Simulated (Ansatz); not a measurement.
Geometry relaxation, with input and output: BN (part 1 of 2)

System: BN (Pm-3n, 12 atoms in the cell).
Method: DFT PBE, scalar-relativistic, plane waves, PAW, no spin polarisation (Ansatz 0.2.0).

The structure was made by a generator, so it may or may not be a known phase. Figures and captions count atoms from 1; the log counts them from 0 in places.

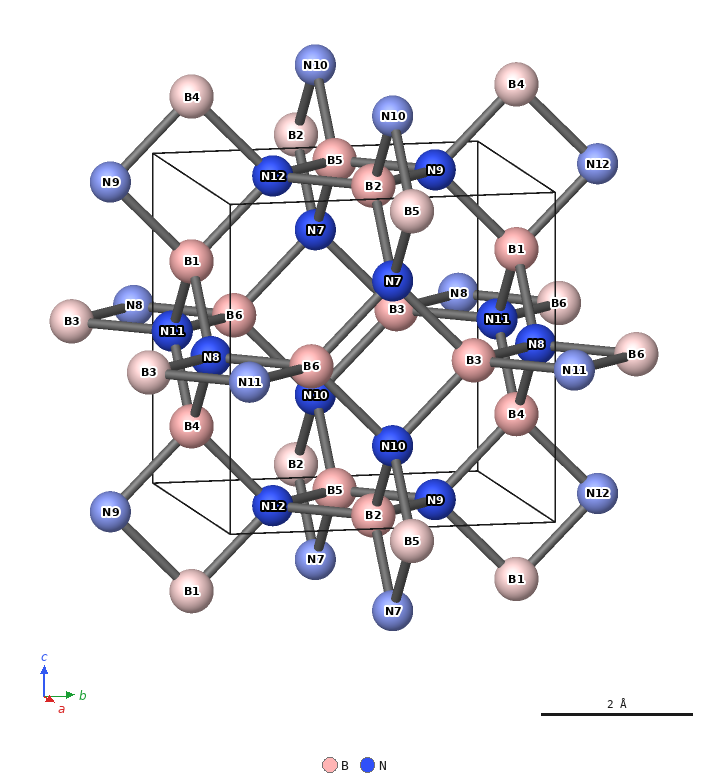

**Figure 1.** The structure as given in the input (ball-and-stick view of the cell of the calculation, seen slightly off an axis; neighbours outside the cell are drawn fainter; atoms are numbered from 1 in the order of the input).

### Summary

| quantity | value |
| --- | --- |
| outcome | converged |
| space group (tolerance 0.01 Å) | Pm-3n (223) |
| electrons treated | 48 |
| free energy | −3250.5672 eV |
| Fermi energy | 10.641 eV |
| gap on the k-point mesh | 4.63 eV |
| pressure | 0.01 GPa |
| final volume | 87.54 Å³ |
| largest force (length of the vector) at the end | under 0.001 eV/Å |
| final cell | a = 4.440 Å, b = 4.440 Å, c = 4.440 Å, α = 90.00°, β = 90.00°, γ = 90.00° |
| hardware | 1 thread of Arm Neoverse V1, 24 GiB of memory available, shared host |
| wall time | 17 s |
| peak memory | 0.35 GiB |

### Input file
```yaml
crystal:
  lattice:
    - [4.4389974929, 0.0, 0.0]
    - [0.0, 4.4389974929, 0.0]
    - [0.0, 0.0, 4.4389974929]
  atoms:
    - { symbol: B, position: [0.5, 0.0, 0.75] }
    - { symbol: B, position: [0.75, 0.5, 0.0] }
    - { symbol: B, position: [0.0, 0.75, 0.5] }
    - { symbol: B, position: [0.5, 0.0, 0.25] }
    - { symbol: B, position: [0.25, 0.5, 0.0] }
    - { symbol: B, position: [0.0, 0.25, 0.5] }
    - { symbol: "N", position: [0.0, 0.5, 0.75] }
    - { symbol: "N", position: [0.75, 0.0, 0.5] }
    - { symbol: "N", position: [0.5, 0.75, 0.0] }
    - { symbol: "N", position: [0.0, 0.5, 0.25] }
    - { symbol: "N", position: [0.25, 0.0, 0.5] }
    - { symbol: "N", position: [0.5, 0.25, 0.0] }
basis:
  ecutwfc: 420
kpoints:
  mp_grid: { grid: [6, 6, 6] }
hamiltonian:
  xc: pbe
scf:
  occupations: { method: gaussian, width: 0.02 }
output:
  forces: true
  stress: true
  eigenvalues: true
  write_density: true
  write_potential: true
  elf: true
  volumetric_format: npy
relax:
  adjacent_minimum: "off"
  f_tol: 0.01
  max_steps: 80
  cell: { stress_tol: 0.05 }
```

Launched with:
```bash
ansatz run input.yaml --threads 1 --pin off --max-ram 2560MiB --backend cpu --events-out ev --progress --plain --runs-dir out
```

### The program's output
```
Engine: ansatz 0.2.0, aarch64-unknown-linux-gnu
Pseudopotentials: kind: paw
Pseudopotential: B, paw, valence charge 3, recommended cutoff 420 eV (normal), B.paw.azcp
Pseudopotential: N, paw, valence charge 5, recommended cutoff 420 eV (normal), N.paw.azcp
Functional definition: PBE
  parameter kappa = 0.804
  parameter beta = 0.06672455060314922
  exchange = pbe_x(kappa = kappa, mu = beta*pi^2/3)
  correlation = pbe_c(beta = beta)
Crystal: 12 atoms, lattice volume = 87.469 Å³
Basis set: ecut = 420 eV, 1743 PW (Γ), exchange–correlation on 60×60×60 points (8 copies of the dense FFT grid, shifted against one another)
Bands: 36, of which v1, the nominal top of the filled ones, is band 24 counted from 1 (23 counted from 0)
Symmetry: 48 space group operations
Space group: Pm-3n (ITA 223), of the structure as read, at distance tolerance 4.4e-5 Å
k-points: 20 of 216
Non-local potential: B, projectors of the file, l = 0: 2, l = 1: 2, l = 2: 1
Non-local potential: N, projectors of the file, l = 0: 2, l = 1: 2, l = 2: 1
PAW form: soft (Blöchl's): semilocal exchange-correlation on the pseudo side does not see the compensation charge
PAW one-centre angular grid: B, 110 points (default); XC on 64 Gauss nodes
PAW one-centre angular grid: N, 110 points (default); XC on 64 Gauss nodes
Initial density: superposition of atomic densities (neutral atoms: chi_scale 0, normalization atom), corrected by the library's trained network
Initial wavefunctions: pseudopotential atomic-orbital guess
Functional: x = pbe(κ = 0.804, μ = 0.2195149727645171), c = pbe(β = 0.06672455060314922)
SCF iter   1: F=—  HF=-3250.561039 eV  |F-HF|=—  |Δ(HF+E_count)|=         —  Δρ=7.32e-3  dr2=3.64e-2  ethr=1.77e-3  ⟨swp⟩=6.2  Hψ=3302  notcnv=0  defer=20
preconditioner: auto → Resta (q_TF=auto, 2.469 Å⁻¹)  ε∞=3.8  [insulator: Δε(μ)=4.536 eV  Ē_g=16.356 eV  σ=0.020 eV  W_gap=1.00  n_scr=26 (ndim 8)  ℏωp=27.5 eV  f_vac=0.050  D(μ)=0.00/eV (n_scr^D=0)  ε∞_Penn≈3.8]
SCF iter   2: F=—  HF=-3250.561023 eV  |F-HF|=—  |Δ(HF+E_count)|=   1.51e-5  Δρ=3.41e-3  dr2=8.82e-3  ethr=7.57e-5  ⟨swp⟩=3.0  Hψ=1445  notcnv=0  defer=100
SCF iter   3: F=—  HF=-3250.565188 eV  |F-HF|=—  |Δ(HF+E_count)|=   4.16e-3  Δρ=1.16e-3  dr2=1.37e-3  ethr=1.84e-5  ⟨swp⟩=3.1  Hψ=1174  notcnv=0  defer=100
SCF iter   4: F=—  HF=-3250.566943 eV  |F-HF|=—  |Δ(HF+E_count)|=   1.76e-3  Δρ=3.12e-4  dr2=1.08e-4  ethr=2.85e-6  ⟨swp⟩=2.6  Hψ=1222  notcnv=0  defer=100
SCF iter   5: F=—  HF=-3250.567233 eV  |F-HF|=—  |Δ(HF+E_count)|=   2.90e-4  Δρ=3.79e-5  dr2=9.04e-7  ethr=2.24e-7  ⟨swp⟩=2.1  Hψ=1195  notcnv=0  defer=100
SCF iter   6: F=—  HF=-3250.567181 eV  |F-HF|=—  |Δ(HF+E_count)|=   5.18e-5  Δρ=5.16e-6  dr2=8.32e-9  ethr=2.08e-10  ⟨swp⟩=16.5  Hψ=5778  notcnv=0
SCF iter   7: F=-3250.567181 eV  HF=-3250.567181 eV  |F-HF|=5.03e-10  |Δ(HF+E_count)|=   2.28e-8  Δρ=6.76e-7  dr2=1.88e-10  ethr=1.73e-11  ⟨swp⟩=6.2  Hψ=3777  notcnv=0
SCF 1 converged in 7 iterations: F = -3250.567181 eV  dr2 = 1.88e-10
  greatest PAW one-centre occupation: 0.790 electrons in one spin orbital (limit 2), on the N atom at site 10 (counted from 0), in its partial waves of l = 0
relax step   1: F+E_penalty+E_count = -3250.56718092 eV  Δ(F+E_penalty+E_count) = +0.000e0 eV  max|allowed force component| = 2.790e-17 eV/Å  Δτ_max = 0.0000 Å  P = +0.242 GPa  Ω = 87.469 Å³  (7 SCF iters, dr2 threshold 1.00e-7 eV, accepted)
Crystal: 12 atoms, lattice volume = 87.510 Å³
Initial density: handed on by an earlier stage of this run
Initial wavefunctions: those handed on with the density
iter 1 solved again at ethr=2.45e-8 eV; its pass at ethr=3.10e-3 eV (dr2=1.18e-5 eV) is discarded
SCF iter   1: F=—  HF=-3250.567077 eV  |F-HF|=—  |Δ(HF+E_count)|=         —  Δρ=1.11e-4  dr2=1.17e-5  ethr=2.45e-8  ⟨swp⟩=1.2  Hψ=2294  notcnv=0
preconditioner: auto → Resta (q_TF=auto, 2.468 Å⁻¹)  ε∞=3.8  [insulator: Δε(μ)=4.627 eV  Ē_g=16.391 eV  σ=0.020 eV  W_gap=1.00  n_scr=26 (ndim 8)  ℏωp=27.5 eV  f_vac=0.061  D(μ)=0.00/eV (n_scr^D=0)  ε∞_Penn≈3.8]
SCF iter   2: F=—  HF=-3250.567025 eV  |F-HF|=—  |Δ(HF+E_count)|=   5.21e-5  Δρ=4.43e-5  dr2=2.41e-6  ethr=2.43e-8  ⟨swp⟩=3.0  Hψ=1272  notcnv=0
SCF iter   3: F=—  HF=-3250.567025 eV  |F-HF|=—  |Δ(HF+E_count)|=   6.16e-7  Δρ=1.67e-5  dr2=4.50e-7  ethr=5.02e-9  ⟨swp⟩=1.1  Hψ=740  notcnv=0
SCF iter   4: F=-3250.567025 eV  HF=-3250.567025 eV  |F-HF|=3.17e-8  |Δ(HF+E_count)|=   2.29e-8  Δρ=5.17e-6  dr2=2.32e-8  ethr=3.05e-10  ⟨swp⟩=9.2  Hψ=4170  notcnv=0
SCF 2 converged in 4 iterations: F = -3250.567025 eV  dr2 = 2.32e-8
  greatest PAW one-centre occupation: 0.790 electrons in one spin orbital (limit 2), on the N atom at site 11 (counted from 0), in its partial waves of l = 0
relax step   2: F+E_penalty+E_count = -3250.56702463 eV  Δ(F+E_penalty+E_count) = +1.563e-4 eV  max|allowed force component| = 1.194e-16 eV/Å  Δτ_max = 0.0000 Å  P = +0.102 GPa  Ω = 87.510 Å³  energy of the carried Pulay correction = -2.001e-4 eV  (4 SCF iters, dr2 threshold 1.47e-7 eV, accepted)
Crystal: 12 atoms, lattice volume = 87.539 Å³
iter 1 solved again at ethr=1.31e-8 eV; its pass at ethr=3.10e-3 eV (dr2=6.28e-6 eV) is discarded
SCF iter   1: F=—  HF=-3250.566941 eV  |F-HF|=—  |Δ(HF+E_count)|=         —  Δρ=7.79e-5  dr2=6.21e-6  ethr=1.31e-8  ⟨swp⟩=1.4  Hψ=2311  notcnv=0
preconditioner: auto → Resta (q_TF=auto, 2.468 Å⁻¹)  ε∞=3.8  [insulator: Δε(μ)=4.627 eV  Ē_g=16.388 eV  σ=0.020 eV  W_gap=1.00  n_scr=26 (ndim 8)  ℏωp=27.5 eV  f_vac=0.061  D(μ)=0.00/eV (n_scr^D=0)  ε∞_Penn≈3.8]
SCF iter   2: F=—  HF=-3250.566890 eV  |F-HF|=—  |Δ(HF+E_count)|=   5.11e-5  Δρ=3.22e-5  dr2=1.39e-6  ethr=1.29e-8  ⟨swp⟩=3.0  Hψ=1271  notcnv=0
SCF iter   3: F=—  HF=-3250.566889 eV  |F-HF|=—  |Δ(HF+E_count)|=   2.79e-7  Δρ=1.25e-5  dr2=2.69e-7  ethr=2.90e-9  ⟨swp⟩=1.1  Hψ=734  notcnv=0
SCF iter   4: F=-3250.566889 eV  HF=-3250.566889 eV  |F-HF|=2.14e-8  |Δ(HF+E_count)|=   2.18e-8  Δρ=4.00e-6  dr2=1.37e-8  ethr=5.38e-11  ⟨swp⟩=6.0  Hψ=4213  notcnv=0
SCF 3 converged in 4 iterations: F = -3250.566889 eV  dr2 = 1.37e-8
  greatest PAW one-centre occupation: 0.790 electrons in one spin orbital (limit 2), on the N atom at site 9 (counted from 0), in its partial waves of l = 0
relax step   3: F+E_penalty+E_count = -3250.56688935 eV  Δ(F+E_penalty+E_count) = +1.353e-4 eV  max|allowed force component| = 1.216e-16 eV/Å  Δτ_max = 0.0000 Å  P = +0.000 GPa  Ω = 87.539 Å³  energy of the carried Pulay correction = -3.448e-4 eV  (4 SCF iters, dr2 threshold 2.58e-8 eV, accepted)
Initial wavefunctions: pseudopotential atomic-orbital guess (no wavefunctions were taken with the density)
iter 1 solved again at ethr=2.35e-8 eV; its pass at ethr=3.10e-3 eV (dr2=1.13e-5 eV) is discarded
SCF iter   1: F=—  HF=-3250.567241 eV  |F-HF|=—  |Δ(HF+E_count)|=         —  Δρ=7.68e-6  dr2=2.19e-8  ethr=2.35e-8  ⟨swp⟩=4.0  Hψ=5726  notcnv=0
preconditioner: auto → Resta (q_TF=auto, 2.468 Å⁻¹)  ε∞=3.8  [insulator: Δε(μ)=4.628 eV  Ē_g=16.389 eV  σ=0.020 eV  W_gap=1.00  n_scr=26 (ndim 8)  ℏωp=27.5 eV  f_vac=0.061  D(μ)=0.00/eV (n_scr^D=0)  ε∞_Penn≈3.8]
SCF iter   2: F=—  HF=-3250.567191 eV  |F-HF|=—  |Δ(HF+E_count)|=   5.00e-5  Δρ=3.44e-6  dr2=7.13e-9  ethr=4.57e-11  ⟨swp⟩=2.5  Hψ=1244  notcnv=0
SCF iter   3: F=—  HF=-3250.567191 eV  |F-HF|=—  |Δ(HF+E_count)|=   1.19e-8  Δρ=1.38e-6  dr2=1.84e-9  ethr=1.49e-11  ⟨swp⟩=2.2  Hψ=1012  notcnv=0
SCF iter   4: F=—  HF=-3250.567191 eV  |F-HF|=—  |Δ(HF+E_count)|=   3.33e-9  Δρ=4.91e-7  dr2=1.25e-10  ethr=3.84e-12  ⟨swp⟩=2.3  Hψ=1176  notcnv=0
SCF iter   5: F=-3250.567191 eV  HF=-3250.567191 eV  |F-HF|=6.82e-12  |Δ(HF+E_count)|=  2.52e-10  Δρ=1.39e-7  dr2=1.01e-11  ethr=1.00e-12  ⟨swp⟩=7.2  Hψ=3061  notcnv=0
SCF 4 converged in 5 iterations: F = -3250.567191 eV  dr2 = 1.01e-11
relax step   4: F+E_penalty+E_count = -3250.56719078 eV  Δ(F+E_penalty+E_count) = -3.014e-4 eV  max|allowed force component| = 1.473e-16 eV/Å  Δτ_max = 0.0000 Å  P = +0.008 GPa  Ω = 87.539 Å³  stress off target by 7.66e-3 GPa  SCF on the basis re-selected at this cell (its energy is not comparable with the rows above)  (5 SCF iters)
```

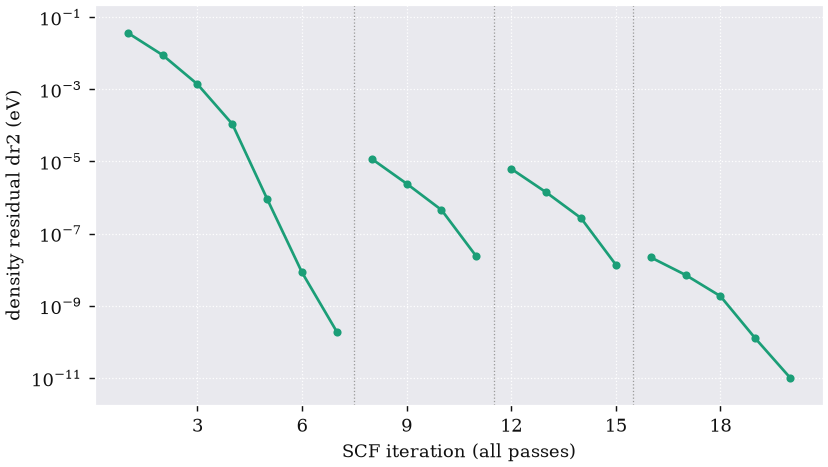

**Figure 2.** Convergence of the self-consistent field: density residual dr2 against the SCF iteration. The dotted lines part the SCF passes of the relaxation: geometry steps, rejected trials and re-solves on a re-selected basis. The passes take 7, 4, 4 and 5 iterations.

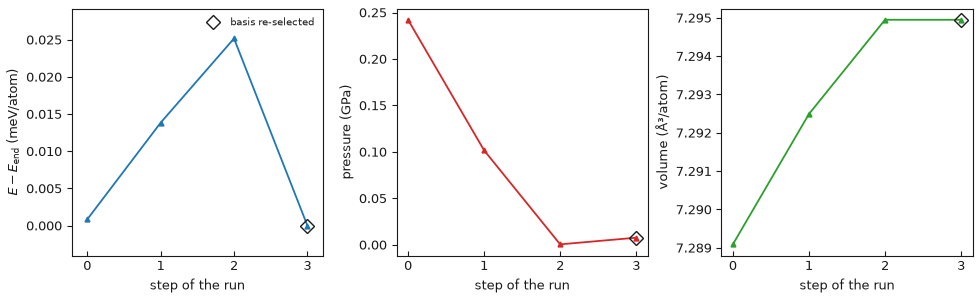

**Figure 3.** Progress of the relaxation, step by step (the first geometry is step 0 here and step 1 in the log). The energy rises by next to nothing (0.0 meV per atom) in 2 geometry steps. All forces vanish by symmetry, so only the cell relaxes. Pressure: 0.24 GPa at the start and 0.01 GPa at the end. No atom moves by more than 0.005 Å relative to the cell. The volume changes by +0.1 %, with a = b = c 4.439 → 4.440 Å (0.0 %). The space group stays Pm-3n (No. 223). A last SCF at the same geometry on a re-selected plane-wave basis shifts the energy by next to nothing (0.0 meV per atom).

```
basis re-selected at this cell: Δ(F+E_penalty+E_count) = -3.014e-4 eV, ΔP = +0.007 GPa vs the last step (what re-selecting the basis moved, of the pressure what is left beyond the Pulay correction that the steps carried, after the strain that the cell walked since its last selection, with what the two solves' SCF thresholds leave and, on support functions, any second-order correction that the steps lacked; it is no measure of the basis error at this ecutwfc). This SCF's stress stands 7.66e-3 GPa from its target on what of the cell is left free (relax.cell.stress_tol is 5.00e-2 GPa) and its largest allowed force component is 1.47e-16 eV/Å (relax.f_tol is 1.00e-2 eV/Å): within both
SCF converged after 5 iterations
Free energy (F): -3250.567191 eV
Harris-Foulkes:  -3250.567191 eV  (|F-HF|=6.82e-12)
Internal energy: -3250.567191 eV  (E = F + TS)
E sigma→0 (E₀):  -3250.567191 eV
Fermi energy:    10.641018 eV
```
